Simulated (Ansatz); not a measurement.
**What a change does: single-point calculation on WS2**

System: WS2 (Cc, 6 atoms in the cell).
Method of the first run: DFT PBEsol, scalar-relativistic, plane waves, PAW, no spin polarisation (Ansatz 0.2.0).

The structure derives from an entry of the Crystallography Open Database. Text and figures count atoms from 1; the logs count them from 0 in places.

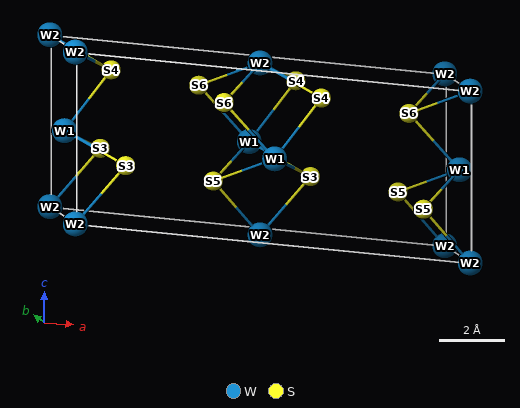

The structure as given in the input (ball-and-stick view of the cell 2 times as large as that of the calculation, set on its symmetry axes, seen slightly off an axis; atoms are numbered from 1 in the order of the input).

**The input, the first run**
```yaml
crystal:
  lattice:
    - [-3.1476068045, 0.0, 0.0]
    - [0.0, 5.4518149077, 0.0]
    - [1.5738034023, -0.9086358179, -6.3704647422]
  atoms:
    - { symbol: W, position: [0.4628830677, 0.5003357568, 0.002014541] }
    - { symbol: W, position: [0.0391314733, 0.0003357568, 0.002014541] }
    - { symbol: S, position: [0.8423862176, 0.6260184843, 0.7561109058] }
    - { symbol: S, position: [0.4137246882, 0.1260184843, 0.7561109058] }
    - { symbol: S, position: [0.0880242449, 0.7079957589, 0.2479745532] }
    - { symbol: S, position: [0.6599503083, 0.2079957589, 0.2479745532] }
basis:
  ecutwfc: 420
kpoints:
  mp_grid: { grid: [10, 6, 10] }
hamiltonian:
  xc: pbesol
scf:
  occupations: { method: gaussian, width: 0.05 }
output:
  forces: true
  stress: true
  eigenvalues: true
```

Command:
```bash
ansatz run input.yaml --threads 2 --pin off --max-ram 5120MiB --backend cpu --events-out ev --progress --plain --runs-dir out
```

Hardware: 2 threads of Intel Xeon (Granite Rapids), 176 GiB of memory available, shared host.

**Output, shortened to warnings, some set-up lines, iterations and results (the first run)**
```
Basis set: ecut = 420 eV, 2119 PW (Γ), exchange–correlation on 48×80×90 points (8 copies of the dense FFT grid, shifted against one another)
Symmetry: 2 space group operations
k-points: 172 of 600 (time reversal used)
Initial density: superposition of atomic densities (neutral atoms: chi_scale 0, normalization atom), corrected by the library's trained network
[...]
SCF iter   1: F=—  HF=-24057.956575 eV  |F-HF|=—  |Δ(HF+E_count)|=         —  Δρ=9.05e-3  dr2=1.54e-1  ethr=1.77e-3  ⟨swp⟩=6.5  Hψ=26001  notcnv=0
SCF iter   2: F=—  HF=-24057.937097 eV  |F-HF|=—  |Δ(HF+E_count)|=   1.95e-2  Δρ=3.43e-3  dr2=6.27e-3  ethr=2.96e-4  ⟨swp⟩=2.5  Hψ=8610  notcnv=0  defer=265
SCF iter   3: F=—  HF=-24057.938522 eV  |F-HF|=—  |Δ(HF+E_count)|=   1.43e-3  Δρ=1.91e-3  dr2=1.88e-3  ethr=1.21e-5  ⟨swp⟩=2.3  Hψ=7672  notcnv=0  defer=93
SCF iter   4: F=—  HF=-24057.939233 eV  |F-HF|=—  |Δ(HF+E_count)|=   7.10e-4  Δρ=8.01e-4  dr2=3.44e-4  ethr=3.62e-6  ⟨swp⟩=2.1  Hψ=8336  notcnv=0  defer=93
SCF iter   5: F=—  HF=-24057.939390 eV  |F-HF|=—  |Δ(HF+E_count)|=   1.57e-4  Δρ=1.68e-4  dr2=1.98e-5  ethr=6.62e-7  ⟨swp⟩=2.5  Hψ=8492  notcnv=0  defer=93
SCF iter   6: F=—  HF=-24057.939456 eV  |F-HF|=—  |Δ(HF+E_count)|=   6.62e-5  Δρ=2.23e-5  dr2=8.05e-7  ethr=3.80e-8  ⟨swp⟩=2.0  Hψ=8000  notcnv=0  defer=93
SCF iter   7: F=-24057.939456 eV  HF=-24057.939456 eV  |F-HF|=2.83e-8  |Δ(HF+E_count)|=   3.47e-7  Δρ=4.67e-6  dr2=4.03e-8  ethr=1.92e-10  ⟨swp⟩=8.8  Hψ=26422  notcnv=0
SCF 1 converged in 7 iterations: F = -24057.939456 eV  dr2 = 4.03e-8
SCF converged after 7 iterations
Free energy (F): -24057.939456 eV
Harris-Foulkes:  -24057.939456 eV  (|F-HF|=2.83e-8)
Internal energy: -24057.939456 eV  (E = F + TS)
E sigma→0 (E₀):  -24057.939456 eV
Fermi energy:    11.590195 eV
--- Per-component energies (eV) ---
  E_band       = -400.537040
  E_kinetic    = 1333.839795
  E_local      = -3806.994788  (includes V_loc(G=0)·N_el)
  E_nonlocal   = 120.793376
  E_hartree    = 1528.343996
  E_xc         = -917.431433
  E_vxc        = -830.014455  (∫ρ·V_xc dr)
  E_paw        = -19209.069683  (= ΣΔE_a)
  E_vpaw       = -274.856086  (= ΣTr[D̂ρ^β])
  E_aug_tail   = -0.000132  (compensation charges beyond the density's cutoff)
  E_ewald      = -3108.111970
  E_core_change = 0.691382  (= ΣΔE_core)
  E_smearing   = -0.000000  (= −TS)
  E_closure    = 0.000000  (closes the sum)
  Σ components = -24057.939456   (vs F -24057.939456, Δ=0.00e0)
--- Forces (eV/Å), atoms counted from 1 ---
  atom   1  W     -1.35647949    -0.03231458     0.00009638
  atom   2  W      1.35647949    -0.03231458     0.00009638
  atom   3  S     -0.22047659     0.01575757    -0.04320352
  atom   4  S      0.22047659     0.01575757    -0.04320352
  atom   5  S     -0.22258889     0.01655854     0.04308084
  atom   6  S      0.22258889     0.01655854     0.04308084
  max |Σ_I F_I| component: 5.26e-5 eV/Å
--- Stress (GPa, compression-positive) ---
       -0.309200      -0.000000       0.000000
       -0.000000       0.859133       0.001860
        0.000000       0.001860      -0.402970
  P = ⅓ Tr σ = 0.0490 GPa (0.490 kbar)
```

The input of the second run differs as follows (lines with − go, lines with + come):
```diff
-    - { symbol: W, position: [0.4628830677, 0.5003357568, 0.002014541] }
-    - { symbol: W, position: [0.0391314733, 0.0003357568, 0.002014541] }
-    - { symbol: S, position: [0.8423862176, 0.6260184843, 0.7561109058] }
-    - { symbol: S, position: [0.4137246882, 0.1260184843, 0.7561109058] }
-    - { symbol: S, position: [0.0880242449, 0.7079957589, 0.2479745532] }
-    - { symbol: S, position: [0.6599503083, 0.2079957589, 0.2479745532] }
+    - { symbol: W, position: [0.5248348972, 0.5003357568, 0.002014541] }
+    - { symbol: W, position: [-0.0228203562, 0.0003357568, 0.002014541] }
+    - { symbol: S, position: [0.900348725, 0.6260184843, 0.7561109058] }
+    - { symbol: S, position: [0.3557621808, 0.1260184843, 0.7561109058] }
+    - { symbol: S, position: [0.1464641714, 0.7079957589, 0.2479745532] }
+    - { symbol: S, position: [0.6015103818, 0.2079957589, 0.2479745532] }
```

How does the second run compare with the first run?

With the same functional and potentials, the second run lies 21.7 meV per atom lower. The gap on the mesh goes from 1.02 to 1.11 eV. The largest force goes from 1.357 to 0.851 eV/Å. The number of SCF iterations is the same.

**Output, shortened to warnings, some set-up lines, iterations and results (the second run)**
```
Basis set: ecut = 420 eV, 2119 PW (Γ), exchange–correlation on 48×80×90 points (8 copies of the dense FFT grid, shifted against one another)
Symmetry: 2 space group operations
k-points: 172 of 600 (time reversal used)
Initial density: superposition of atomic densities (neutral atoms: chi_scale 0, normalization atom), corrected by the library's trained network
[...]
SCF iter   1: F=—  HF=-24058.086985 eV  |F-HF|=—  |Δ(HF+E_count)|=         —  Δρ=8.90e-3  dr2=1.58e-1  ethr=1.77e-3  ⟨swp⟩=6.4  Hψ=25933  notcnv=0
SCF iter   2: F=—  HF=-24058.066923 eV  |F-HF|=—  |Δ(HF+E_count)|=   2.01e-2  Δρ=3.27e-3  dr2=5.76e-3  ethr=3.04e-4  ⟨swp⟩=2.5  Hψ=8647  notcnv=0  defer=259
SCF iter   3: F=—  HF=-24058.068408 eV  |F-HF|=—  |Δ(HF+E_count)|=   1.48e-3  Δρ=1.83e-3  dr2=1.76e-3  ethr=1.11e-5  ⟨swp⟩=2.3  Hψ=7491  notcnv=0  defer=87
SCF iter   4: F=—  HF=-24058.069146 eV  |F-HF|=—  |Δ(HF+E_count)|=   7.38e-4  Δρ=7.91e-4  dr2=3.33e-4  ethr=3.39e-6  ⟨swp⟩=2.2  Hψ=8368  notcnv=0  defer=87
SCF iter   5: F=—  HF=-24058.069324 eV  |F-HF|=—  |Δ(HF+E_count)|=   1.78e-4  Δρ=1.72e-4  dr2=1.96e-5  ethr=6.40e-7  ⟨swp⟩=2.2  Hψ=8013  notcnv=0  defer=87
SCF iter   6: F=—  HF=-24058.069395 eV  |F-HF|=—  |Δ(HF+E_count)|=   7.09e-5  Δρ=2.27e-5  dr2=7.67e-7  ethr=3.77e-8  ⟨swp⟩=2.0  Hψ=8210  notcnv=0  defer=87
SCF iter   7: F=-24058.069396 eV  HF=-24058.069395 eV  |F-HF|=2.54e-8  |Δ(HF+E_count)|=   3.89e-7  Δρ=4.64e-6  dr2=3.86e-8  ethr=1.92e-10  ⟨swp⟩=8.8  Hψ=26403  notcnv=0
SCF 1 converged in 7 iterations: F = -24058.069396 eV  dr2 = 3.86e-8
SCF converged after 7 iterations
Free energy (F): -24058.069396 eV
Harris-Foulkes:  -24058.069395 eV  (|F-HF|=2.54e-8)
Internal energy: -24058.069396 eV  (E = F + TS)
E sigma→0 (E₀):  -24058.069396 eV
Fermi energy:    11.622270 eV
--- Per-component energies (eV) ---
  E_band       = -400.872088
  E_kinetic    = 1333.885530
  E_local      = -3807.801285  (includes V_loc(G=0)·N_el)
  E_nonlocal   = 120.720081
  E_hartree    = 1528.625280
  E_xc         = -917.488221
  E_vxc        = -830.086389  (∫ρ·V_xc dr)
  E_paw        = -19209.063960  (= ΣΔE_a)
  E_vpaw       = -274.848265  (= ΣTr[D̂ρ^β])
  E_aug_tail   = -0.000132  (compensation charges beyond the density's cutoff)
  E_ewald      = -3107.638072
  E_core_change = 0.691382  (= ΣΔE_core)
  E_smearing   = -0.000000  (= −TS)
  E_closure    = 0.000000  (closes the sum)
  Σ components = -24058.069396   (vs F -24058.069396, Δ=0.00e0)
--- Forces (eV/Å), atoms counted from 1 ---
  atom   1  W      0.85100121    -0.01353161     0.00006270
  atom   2  W     -0.85100121    -0.01353161     0.00006270
  atom   3  S      0.13874099     0.00659940    -0.01720717
  atom   4  S     -0.13874099     0.00659940    -0.01720717
  atom   5  S      0.13995603     0.00693297     0.01712403
  atom   6  S     -0.13995603     0.00693297     0.01712403
  max |Σ_I F_I| component: 4.09e-5 eV/Å
--- Stress (GPa, compression-positive) ---
       -0.127098      -0.000000       0.000000
       -0.000000       0.315917       0.000708
        0.000000       0.000708      -0.152143
  P = ⅓ Tr σ = 0.0122 GPa (0.122 kbar)
```

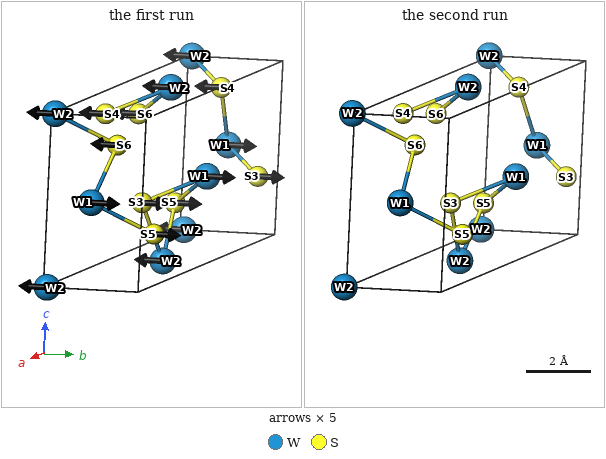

The two input geometries at one scale (ball-and-stick view of the cell 2 times as large as that of the calculation, set on its symmetry axes, seen slightly off an axis). The black arrows on the first give the shifts of the atoms relative to the cell, with their mean removed, magnified 5 times. The largest moves, 0.20 Å, are those of W1 and W2. By element the largest moves are W 0.20 Å, S 0.18 Å. (The mean shift of all atoms is removed.) The cell doesn't change. Among the contacts that change: W1–S3 2.404 → 2.396 Å, W1–S4 2.410 → 2.404 Å.

**The two runs side by side**

| quantity | the first run | the second run |
| --- | --- | --- |
| outcome | converged | converged |
| free energy per atom (eV) | −4009.6566 | −4009.6782 |
| gap on the mesh (eV) | 1.02 | 1.11 |
| pressure (GPa) | 0.05 | 0.01 |
| largest force (eV/Å) | 1.357 | 0.851 |
| SCF iterations | 7 | 7 |
| irreducible k-points | 172 | 172 |
| plane waves at Γ | 2119 | 2119 |
| wall time (shared host) | 20 s | 17 s |

For both runs: Spin–orbit coupling is left out, which matters for W.
